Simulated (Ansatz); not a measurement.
Geometry relaxation of GaSb (part 2 of 2)

The same run, continued: GaSb (F-43m, 2 atoms in the cell); DFT PBE, scalar-relativistic, plane waves, PAW, no spin polarisation (Ansatz 0.2.0); cutoff 420 eV, 12×12×12 k-mesh, Gaussian smearing of 0.1 eV. The structure derives from an entry of the Crystallography Open Database.

Geometry of the input (Å; fractional positions):
```
0.0000  3.0590  3.0590
3.0590  0.0000  3.0590
3.0590  3.0590  0.0000
Ga 0.0000  0.0000  0.0000
Sb 0.7500  0.7500  0.7500
```

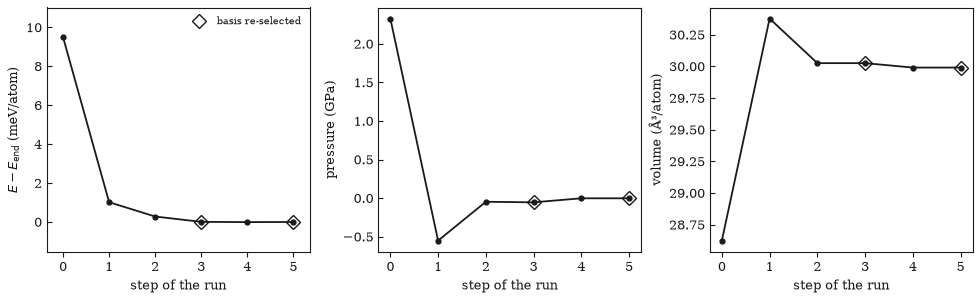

Progress of the relaxation, step by step (the first geometry is step 0 here and step 1 in the log).

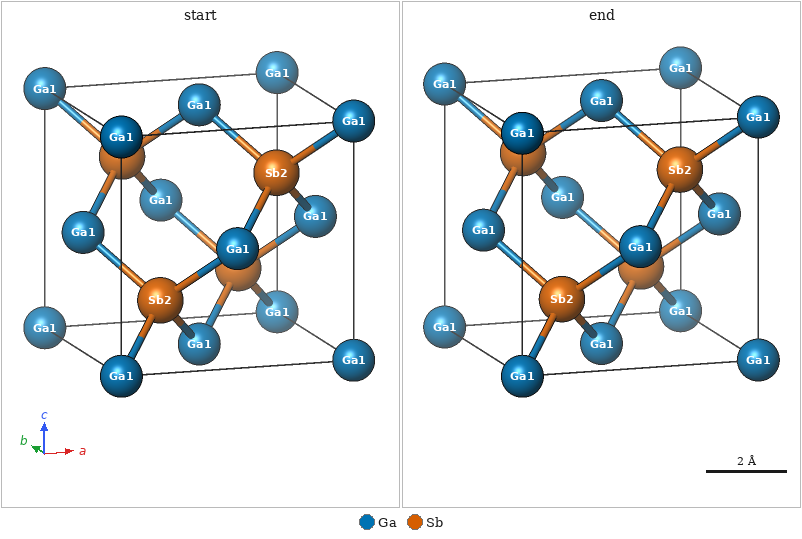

Before (left) and after (right) the relaxation, at one scale (ball-and-stick view of the cell 4 times as large as that of the calculation, set on its symmetry axes, seen slightly off an axis). No atom moves by more than 0.005 Å relative to the cell. The drawn cell changes as follows: a = b = c 6.118 → 6.214 Å (+1.6 %); the volume changes by +4.8 %. Distances before and after: Ga1–Sb2 2.649 → 2.691 Å. The space group stays F-43m (No. 216). Over 3 geometry steps the energy falls by 9.5 meV per atom. All forces vanish by symmetry, so only the cell relaxes. The pressure goes from 2.33 to 0.00 GPa. The basis was re-selected once at an unchanged geometry, which shifts the energy a little without any move. The energy change given includes the shifts at the re-selections in mid-walk, which come without any move. A last SCF at the same geometry on a re-selected plane-wave basis shifts the energy by +0.0 meV per atom. (Atoms are counted from 1 in the order of the input.)

```
basis re-selected at this cell: Δ(F+E_penalty+E_count) = +1.228e-5 eV, ΔP = +0.000 GPa vs the last step (what re-selecting the basis moved, of the pressure what is left beyond the Pulay correction that the steps carried, after the strain that the cell walked since its last selection, with what the two solves' SCF thresholds leave and, on support functions, any second-order correction that the steps lacked; it is no measure of the basis error at this ecutwfc). This SCF's stress stands 1.79e-3 GPa from its target on what of the cell is left free (relax.cell.stress_tol is 5.00e-2 GPa) and its largest allowed force component is 4.97e-17 eV/Å (relax.f_tol is 5.00e-3 eV/Å): within both
SCF converged after 5 iterations
Free energy (F): -10267.840088 eV
Harris-Foulkes:  -10267.840088 eV  (|F-HF|=0.00e0)
Internal energy: -10267.839951 eV  (E = F + TS)
E sigma→0 (E₀):  -10267.840019 eV
Entropy (-TS):   -0.000137 eV (-0.069 meV/atom)
Fermi energy:    7.165123 eV
--- Per-component energies (eV) ---
  E_band       = -274.898166
  E_kinetic    = 321.984192
  E_local      = -3975.796596  (includes V_loc(G=0)·N_el)
  E_nonlocal   = 786.976414
  E_hartree    = 1825.973200
  E_xc         = -206.852037
  E_vxc        = -153.311784  (∫ρ·V_xc dr)
  E_paw        = -6564.671662  (= ΣΔE_a)
  E_vpaw       = -906.696717  (= ΣTr[D̂ρ^β])
  E_aug_tail   = -0.000122  (compensation charges beyond the density's cutoff)
  E_ewald      = -2455.453340
  E_smearing   = -0.000137  (= −TS)
  E_closure    = 0.000000  (closes the sum)
  Σ components = -10267.840088   (vs F -10267.840088, Δ=0.00e0)
--- Forces (eV/Å), atoms counted from 1 ---
  atom   1  Ga    -0.00000000     0.00000000     0.00000000
  atom   2  Sb     0.00000000    -0.00000000    -0.00000000
  max |Σ_I F_I| component: 4.63e-17 eV/Å
--- Stress (GPa, compression-positive) ---
       -0.001787       0.000000       0.000000
        0.000000      -0.001787       0.000000
       -0.000000       0.000000      -0.001787
  P = ⅓ Tr σ = -0.0018 GPa (-0.018 kbar)
--- Band table (eV; the first three rows and the last of 72) ---
  k-point 0: bands = ["-21.5791", "-21.5791", "-21.5791", "-21.5633", "-21.5633", "-7.8003", "-7.8003", "-7.8003", "-7.7577", "-7.7577", "-4.0475", "6.8249", "7.1155", "7.1155", "7.1155", "9.9140", "9.9140", "9.9140"]
  k-point 1: bands = ["-21.5790", "-21.5789", "-21.5789", "-21.5633", "-21.5633", "-7.8019", "-7.7996", "-7.7996", "-7.7578", "-7.7578", "-3.9800", "5.7200", "7.0025", "7.0025", "7.8303", "10.0720", "10.0720", "10.1325"]
  k-point 2: bands = ["-21.5789", "-21.5785", "-21.5785", "-21.5631", "-21.5631", "-7.8062", "-7.7976", "-7.7976", "-7.7580", "-7.7580", "-3.7819", "4.4109", "6.7442", "6.7442", "7.9895", "10.4245", "10.4245", "10.9451"]
  k-point 71: bands = ["-21.5785", "-21.5772", "-21.5742", "-21.5636", "-21.5617", "-7.8337", "-7.7849", "-7.7805", "-7.7626", "-7.7580", "-1.7472", "0.6424", "3.9834", "4.1984", "10.6311", "11.4237", "11.4313", "11.8916"]
--- Relaxed structure (4 steps of the walk, 4 accepted, 2 SCFs on fresh bases) ---
  F+E_penalty+E_count = -10267.84008787 eV   max|allowed force component| = 4.973e-17 eV/Å   (the final SCF, on the basis selected at the relaxed cell)
  cell:  # Å, volume = 59.9819 Å³
    - [1.632839595659672e-33, 3.1069206319674167, 3.1069206319674167]
    - [3.1069206319674167, 1.3661534116218807e-32, 3.1069206319674167]
    - [3.1069206319674167, 3.1069206319674167, 1.3651980303981114e-32]
  atoms:
    - { symbol: Ga, position: [1.091297342357374e-33, -1.0283378802982949e-33, -1.3221487032406647e-33] }
    - { symbol: Sb, position: [0.7499999999999998, 0.7499999999999998, 0.7499999999999998] }
```

## Trajectory as extended XYZ (Å, eV, eV/Å), 6 frames, from step=1 to step=6
```
2
Lattice="0.0000 3.0590 3.0590 3.0590 0.0000 3.0590 3.0590 3.0590 0.0000" Properties=species:S:1:pos:R:3:forces:R:3 step=1 energy=-10267.82108 pressure_GPa=2.33
Ga    0.0000    0.0000    0.0000    0.0000   0.0000   0.0000
Sb    4.5885    4.5885    4.5885    0.0000   0.0000   0.0000
2
Lattice="0.0000 3.1202 3.1202 3.1202 0.0000 3.1202 3.1202 3.1202 0.0000" Properties=species:S:1:pos:R:3:forces:R:3 step=2 energy=-10267.83805 pressure_GPa=-0.55
Ga    0.0000    0.0000    0.0000    0.0000   0.0000   0.0000
Sb    4.6803    4.6803    4.6803    0.0000   0.0000   0.0000
2
Lattice="0.0000 3.1081 3.1081 3.1081 0.0000 3.1081 3.1081 3.1081 0.0000" Properties=species:S:1:pos:R:3:forces:R:3 step=3 energy=-10267.83952 pressure_GPa=-0.05
Ga    0.0000    0.0000    0.0000    0.0000   0.0000   0.0000
Sb    4.6622    4.6622    4.6622    0.0000   0.0000   0.0000
2
Lattice="0.0000 3.1081 3.1081 3.1081 0.0000 3.1081 3.1081 3.1081 0.0000" Properties=species:S:1:pos:R:3:forces:R:3 step=4 energy=-10267.84007 pressure_GPa=-0.05
Ga    0.0000    0.0000    0.0000    0.0000   0.0000   0.0000
Sb    4.6622    4.6622    4.6622    0.0000   0.0000   0.0000
2
Lattice="0.0000 3.1069 3.1069 3.1069 0.0000 3.1069 3.1069 3.1069 0.0000" Properties=species:S:1:pos:R:3:forces:R:3 step=5 energy=-10267.84010 pressure_GPa=-0.00
Ga    0.0000    0.0000    0.0000    0.0000   0.0000   0.0000
Sb    4.6604    4.6604    4.6604    0.0000   0.0000   0.0000
2
Lattice="0.0000 3.1069 3.1069 3.1069 0.0000 3.1069 3.1069 3.1069 0.0000" Properties=species:S:1:pos:R:3:forces:R:3 step=6 energy=-10267.84009 pressure_GPa=-0.00
Ga    0.0000    0.0000    0.0000    0.0000   0.0000   0.0000
Sb    4.6604    4.6604    4.6604    0.0000   0.0000   0.0000
```

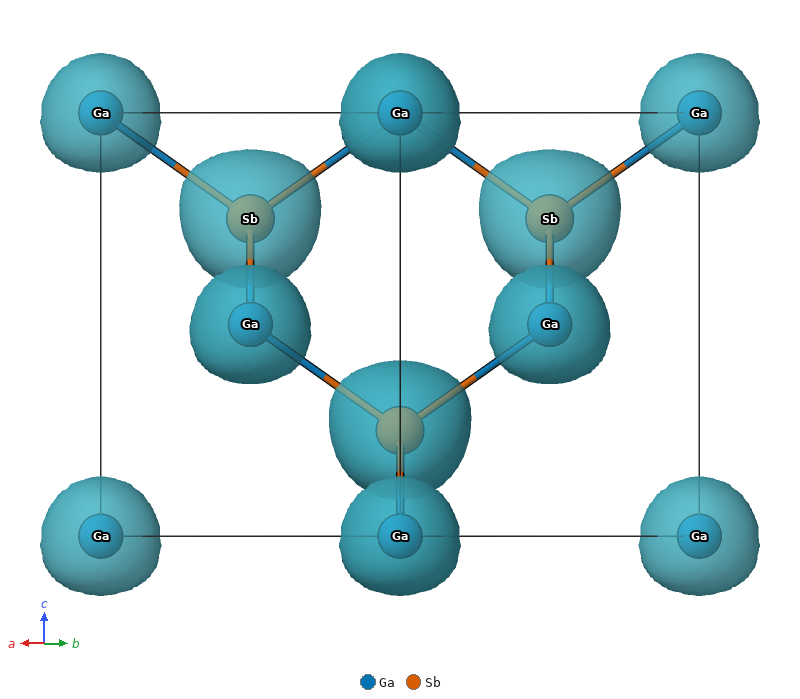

Isosurface of the valence electron density at 0.5 e/Å³ (cyan), seen along [110]. Sticks mark near contacts. The outline is the cell set on symmetry axes. At this value the density breaks into separate islands; it holds about 75 % of the electrons treated as valence (semicore included). It is pinched off along the Ga–Sb (2.69 Å) contacts. On the grid the lowest density along these lines, outside the cores, is 0.38 e/Å³ (Ga–Sb, 2.69 Å). The fields are those of the smooth PAW valence density.

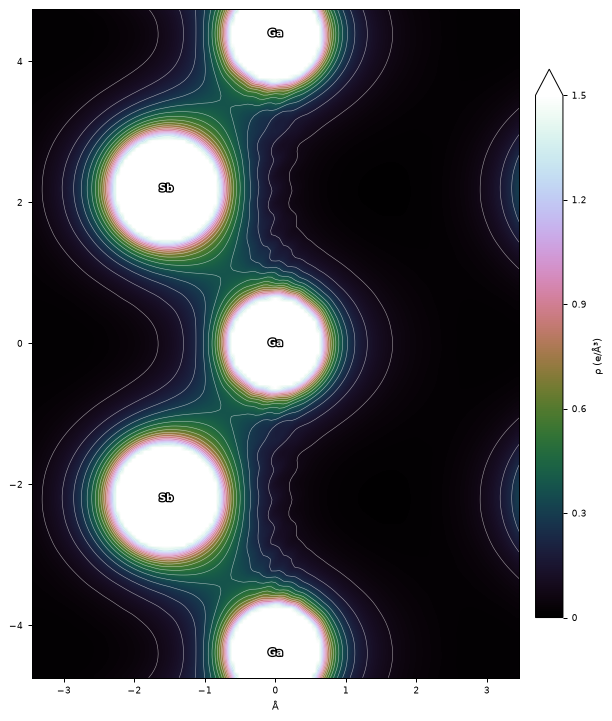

Valence charge density (pseudo) on the (110) plane of the conventional cell. Ga–Sb (2.69 Å): the density is about 0.4 e/Å³ at the midpoint. Away from the nuclei the density in this plane falls to 0.01 e/Å³ at its lowest.
